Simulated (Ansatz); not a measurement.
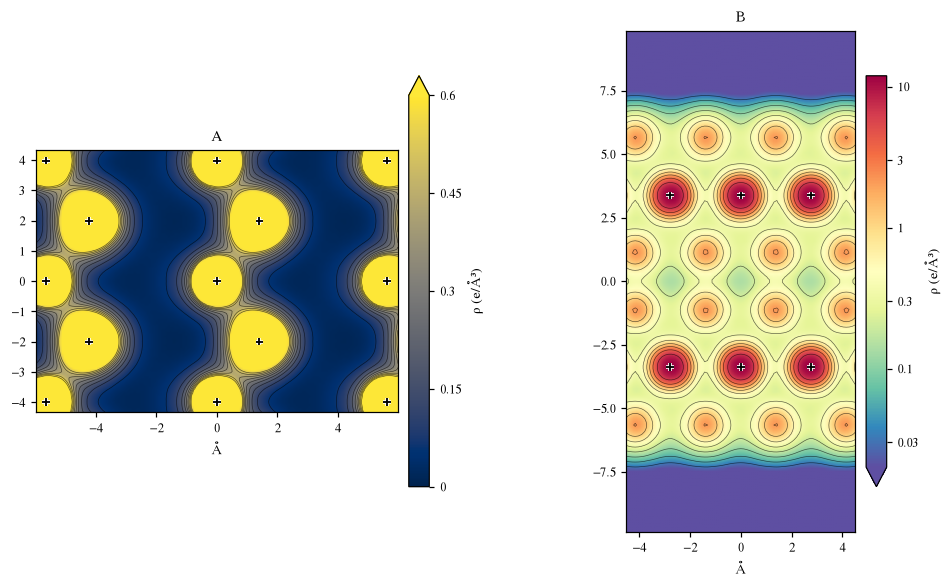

The valence pseudo-density of 2 systems, each on a plane through atoms (crosses mark nuclei in the plane).

Computed with Ansatz 0.2.0, DFT PBEsol, scalar-relativistic, plane waves, PAW.

System 1: ZnSe, the (101) plane of the conventional cell. Space group F-43m.

```
CELL_PARAMETERS angstrom
5.63320 0.00000 0.00000
0.00000 0.00000 -5.63320
0.00000 5.63320 0.00000
ATOMIC_POSITIONS crystal
Zn 0.50000 0.50000 0.00000
Zn 0.00000 0.50000 0.50000
Zn 0.00000 0.00000 0.00000
Zn 0.50000 0.00000 0.50000
Se 0.25000 0.75000 0.25000
Se 0.75000 0.75000 0.75000
Se 0.75000 0.25000 0.25000
Se 0.25000 0.25000 0.75000
```

System 2: Pt (slab), the (010) plane of the calculation cell, a cut from vacuum to vacuum. 

```xyz
6
Lattice="2.7705 0.0000 0.0000 -1.3853 2.3993 0.0000 0.0000 0.0000 26.3105" Properties=species:S:1:pos:R:3 pbc="T T T"
Pt    1.3853    0.7998    7.4969
Pt    0.0000    1.5996    9.7791
Pt    0.0000    0.0000   12.0318
Pt    1.3853    0.7998   14.2787
Pt    0.0000    1.5996   16.5314
Pt    0.0000    0.0000   18.8136
```

**Match each panel to its system.**

Panel A is system 1, ZnSe: the plane holds Zn and Se. Zn–Se (2.44 Å): ρ is about 0.47 e/Å³ halfway. Panel B is system 2, Pt: the plane holds Pt. Pt–Pt (2.77 Å): ρ is about 0.38 e/Å³ halfway.
